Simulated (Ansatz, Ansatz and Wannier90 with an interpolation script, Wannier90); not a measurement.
# From a coarse GW mesh to bands everywhere: AlN (F-43m), part 3 of 3

Wanted: quasiparticle gap and band widths of AlN (F-43m) over the whole zone.

Ansatz 0.2.0; LDA, Wannier functions and G0W0, plane waves, PAW. Known limits of the many-body steps: not at the basis limit.

So far. Step 2 (LDA bands): The gap is indirect, with the least direct gap 0.99 eV higher. Step 4 (Wannier functions by Wannier90 (Al:3s Al:3p N:2p) on …): Near the gap the model misses directly solved bands by 4.1 meV r.m.s. and by 24 meV at most in the window tested. This tests the starting bands, not the corrections carried with them.

### Step 5. G0W0 at every point of the mesh: 10×10×10 mesh, 95 empty bands, screening to 160 eV

Now the one-shot GW correction: screening in the RPA, then the self-energy of the levels asked for.

This step: G0W0 on LDA, plane waves, PAW.

input.yaml reads:

```yaml
crystal:
  lattice:
    - [0.0, 2.18399356, 2.18399356]
    - [2.18399356, 0.0, 2.18399356]
    - [2.18399356, 2.18399356, 0.0]
  atoms:
    - { symbol: Al, position: [0.0, 0.0, 0.0] }
    - { symbol: "N", position: [0.25, 0.25, 0.25] }
kpoints:
  mp_grid: { grid: [10, 10, 10] }
hamiltonian:
  xc: lda
scf:
  occupations: { method: fixed }
gw:
  n_empty_bands: 95
  ecut_chi: 160.0
  qp_bands: [v3, c1]
  screening: { model: contour_deformation }
```

Command:

```bash
> ansatz run input.yaml --threads 12 --pin off --max-ram 22118MiB --backend cpu --events-out ev --progress --plain --runs-dir out
```

Numbers of over 12 decimals in the logs are rounded to 6 here.

What it wrote:

```text
[...]
Crystal: 2 atoms, lattice volume = 20.835 Å³
Basis set: ecut = 420 eV, 411 PW (Γ)
Bands: 8, of which v1, the nominal top of the filled ones, is band 4 counted from 1 (3 counted from 0)
Symmetry: 24 space group operations
[...]
k-points: 47 of 1000 (time reversal used)
[...]
SCF iter   1: F=—  HF=-889.813447 eV  |F-HF|=—  |Δ(HF+E_count)|=         —  Δρ=8.87e-3  dr2=1.87e-2  ethr=1.77e-3  ⟨swp⟩=4.6  Hψ=2517  notcnv=0  defer=5
[...]
SCF iter   6: F=-889.807658 eV  HF=-889.807658 eV  |F-HF|=2.96e-12  |Δ(HF+E_count)|=   1.00e-9  Δρ=3.47e-7  dr2=7.47e-12  ethr=3.33e-11  ⟨swp⟩=2.0  Hψ=1710  notcnv=0
SCF 1 converged in 6 iterations: F = -889.807658 eV  dr2 = 7.47e-12
[...]
G₀W₀ screening: q 1/47
[... further progress lines ...]
[...]
SCF converged after 6 iterations
Free energy (F): -889.807658 eV
[...]
Internal energy: -889.807658 eV  (E = F + TS)
E sigma→0 (E₀):  -889.807658 eV
Fermi energy:    6.675938 eV
[...]
--- Band table (eV; the first three rows and the last of 47) ---
[...]
--- G₀W₀: contour deformation, 6 samples at zero and on the imaginary axis and 3 off it, 1000 q-points, 95 empty bands' worth ---
  eigenvalues of the whole cell's RPA ε∞ on this k-mesh (on a slab, of 1 + 4πα/V) = 4.3604, 4.3604, 4.3604; static W/v taken at q = 0 is 0.229336
  bands read: the sum over 99 bands ends inside a degenerate multiplet in 3 slots, whose members it reads at an even weight; the widest, k=0: bands 98 to 100 (counted from 1) at 2/3 each
    ik  band        ε_KS         Σx   Σc(E_QP)       V_xc       Z   E_QP_lin       E_QP  E_QP is
     0     2      6.6759   -21.6575     2.9923   -17.8513  0.7774     5.8557     5.8621  root
     0     3      6.6759   -21.6575     2.9923   -17.8513  0.7774     5.8557     5.8621  root
     0     4      6.6759   -21.6575     2.9923   -17.8513  0.7774     5.8557     5.8621  root
     0     5     10.9051    -9.9991    -3.9547   -14.7689  0.8123    11.7248    11.7203  root
     1     2      5.8718   -21.0726     3.0484   -17.1581  0.7751     4.9977     5.0056  root
     1     3      6.6241   -21.6584     3.0111   -17.8274  0.7771     5.7976     5.8041  root
     1     4      6.6241   -21.6584     3.0111   -17.8274  0.7771     5.7976     5.8041  root
     1     5     11.5502   -10.3359    -4.0040   -15.1999  0.8071    12.4155    12.4102  root
     2     2      4.2679   -20.6501     3.4688   -16.2014  0.7634     3.2741     3.2880  root
     2     3      6.4945   -21.6626     3.0545   -17.7744  0.7765     5.6538     5.6607  root
     2     4      6.4945   -21.6626     3.0545   -17.7744  0.7765     5.6538     5.6607  root
     2     5     12.6452    -9.9917    -4.3341   -15.2874  0.8016    13.6148    13.6069  root
     3     2      2.6098   -20.3615     4.0112   -15.3121  0.7411     1.5448     1.5715  root
     3     3      6.3463   -21.6721     3.1003   -17.7232  0.7757     5.4904     5.4977  root
[...]
45     5     12.7902    -7.4006    -4.3895   -12.6996  0.8058    13.7076    13.6998  root
    46     2      2.5641   -20.4569     4.0506   -15.3788  0.7390     1.5104     1.5366  root
    46     3      3.5516   -20.3854     3.7373   -15.6127  0.7551     2.4978     2.5163  root
    46     4      4.0313   -19.6683     3.3612   -15.3158  0.7658     3.0255     3.0400  root
    46     5     12.3173    -7.4869    -4.2501   -12.6135  0.8091    13.2006    13.1939  root
```

Wall time 2.2 min (12 threads of Arm Neoverse V2, shared host); peak memory 0.56 GiB; 17 min of CPU time.

This step gave:

| Property | Result |
| --- | --- |
| bands summed | 99 |
| RPA ε∞ on this mesh (eigenvalues) | 4.360, 4.360, 4.360 |
| plane waves in the screening matrix | 113 |
| q-points in the mesh | 1000 |
| G0W0 gap on the mesh | 4.765 eV |
| k of the valence top | 0, 0, 0 |
| k of the conduction bottom | 0, -0.5, -0.5 |
| starting gap on the mesh | 3.244 eV |
| Z at the valence top | 0.7774 |
| Z at the conduction bottom | 0.8308 |
| least direct G0W0 gap on the computed points | 5.858 eV |

The gap on the mesh goes from 3.24 eV to 4.76 eV, a correction of +1.52 eV. Between the two edge states, bare exchange in place of the xc potential would open the gap by 8.42 eV, and correlation takes back 6.89 eV.

### Step 6. Interpolating the corrections

A script adds the corrections, carried to the Wannier functions and back, to the LDA levels, along the path and on a 22×22×22 mesh.

- G0W0 gap over the zone: 4.765 eV
- valence top at: Γ
- conduction bottom at: X
- starting gap over the zone: 3.244 eV
- least direct G0W0 gap: 5.858 eV
- G0W0 gap on the mesh: 4.765 eV
- valence width, start: 5.894 eV
- valence width, G0W0: 6.111 eV
- gap by a rigid shift: 4.765 eV

Levels solved directly plus the interpolated quasiparticle correction. Limits: finite bands, cutoff and mesh. The quasiparticle bands at the labelled points (eV, zero at the valence-band top of each set):

```csv
point,band 2,band 3,band 4,band 5
Γ,0.00,0.00,0.00,5.86
X,-5.16,-1.95,-1.95,4.76
U,-4.51,-3.89,-1.51,6.71
jump to K,-4.51,-3.89,-1.51,6.71
Γ,0.00,0.00,0.00,5.86
L,-6.11,-0.53,-0.53,9.12
W,-4.04,-3.69,-2.90,7.67
X,-5.16,-1.95,-1.95,4.76
```

The same for LDA:

```csv
point,band 2,band 3,band 4,band 5
Γ,0.00,0.00,0.00,4.23
X,-4.95,-1.79,-1.79,3.24
U,-4.29,-3.66,-1.38,5.08
K,-4.29,-3.66,-1.38,5.08
Γ,0.00,0.00,0.00,4.23
L,-5.89,-0.48,-0.48,7.27
W,-3.81,-3.47,-2.72,5.96
X,-4.95,-1.79,-1.79,3.24
```

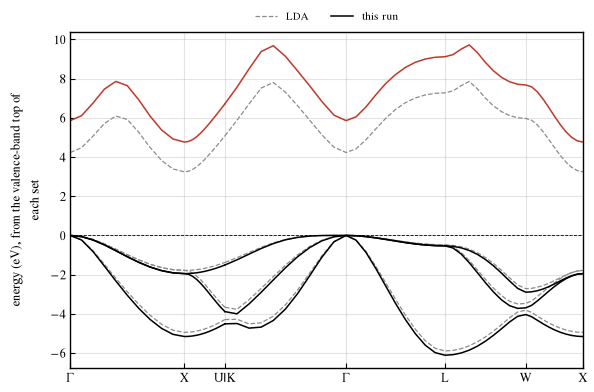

Quasiparticle bands along the path; lines of filled and empty bands in two colours; dashed: LDA.

Minima of the lowest conduction band, from levels solved directly at the displaced points, plus the interpolated correction; masses are left empty at degenerate points, on flat bands and where the interpolated correction rules the curvature; G0W0 masses are rough. Conduction valleys, by row:

```csv
point,k (reciprocal lattice),valleys in the zone,G0W0 level above the valence top (eV),LDA level above the valence top (eV),G0W0 principal masses (m_e),LDA principal masses (m_e)
X,-0.500 -0.500 0.000,3,4.765,3.244,0.315 0.315 0.512,0.323 0.323 0.525
Γ,0.000 0.000 0.000,1,5.858,4.229,0.301 0.301 0.301,0.298 0.298 0.298
```

Second differences of levels solved directly at the displaced points, plus the interpolated correction, at the quasiparticle band edges; no spin-orbit coupling; left empty where the band is flat or the interpolated correction rules the curvature. Effective masses, by row:

```csv
carrier,point,Cartesian direction,band,LDA mass (m_e),G0W0 mass (m_e)
hole,Γ,100,4,1.431,1.269
hole,Γ,100,3,1.431,1.269
hole,Γ,100,2,0.324,0.323
hole,Γ,010,4,1.431,1.269
hole,Γ,010,3,1.431,1.269
hole,Γ,010,2,0.324,0.323
hole,Γ,001,4,1.431,1.269
hole,Γ,001,3,1.431,1.269
hole,Γ,001,2,0.324,0.323
hole,Γ,110,3,1.431,1.269
hole,Γ,110,2,0.264,0.256
hole,Γ,111,4,4.353,4.065
hole,Γ,111,3,4.353,4.065
hole,Γ,111,2,0.248,0.239
electron,X,100,5,0.323,0.315
electron,X,010,5,0.323,0.315
electron,X,001,5,0.525,0.512
electron,X,110,5,0.323,0.315
electron,X,111,5,0.37,0.361
```

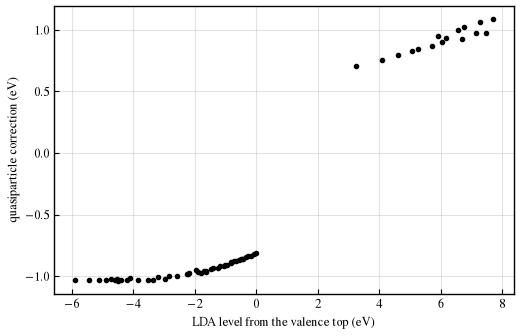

The correction of every computed level, on the run's own energy scale, against its starting energy.

### Step 7. Summary of results

- LDA gap: 3.24 eV
- G0W0 gap over the zone: 4.76 eV, indirect
- least direct G0W0 gap, in the model: 5.86 eV
- GW settings: 10×10×10 mesh, 95 empty bands, screening to 160 eV
- known limits: not at the basis limit

In words: The Wannier model follows the LDA bands to 4 meV r.m.s. near the gap. The G0W0 gap over the zone is 4.76 eV, indirect, from Γ to X; on the mesh alone it is 4.76 eV, nearly the same. The valence width in the model goes from 5.89 eV to 6.11 eV. At the band edge the lightest electron mass is 0.32 m_e at the start and 0.32 m_e in G0W0; the G0W0 masses rest on corrections from the 10×10×10 mesh alone and are rough. Bands and cutoff are finite, so the gap is not at the basis limit. The miss can reach some tenths of an eV and take either sign; the mesh is an error of its own. Above the frozen window of the model the interpolated levels need not meet the computed ones, even at points of the mesh.

[Paths, hosts, dates, memory and timing lines, banners, echoed tables and standing remarks are left out of the program output.]

[Logs are printed without paths, hosts, clocks, repeated set-up lines and the standing remarks that a program may print on its own settings, such as how far it seeks lower states.]

[Runs of the session that timed out or met a known fault of the program may be left out.]

[Hosts, paths, dates, database ids (printed as entryN), source tags and the programs' standing remarks are cut or masked in the printed files.]
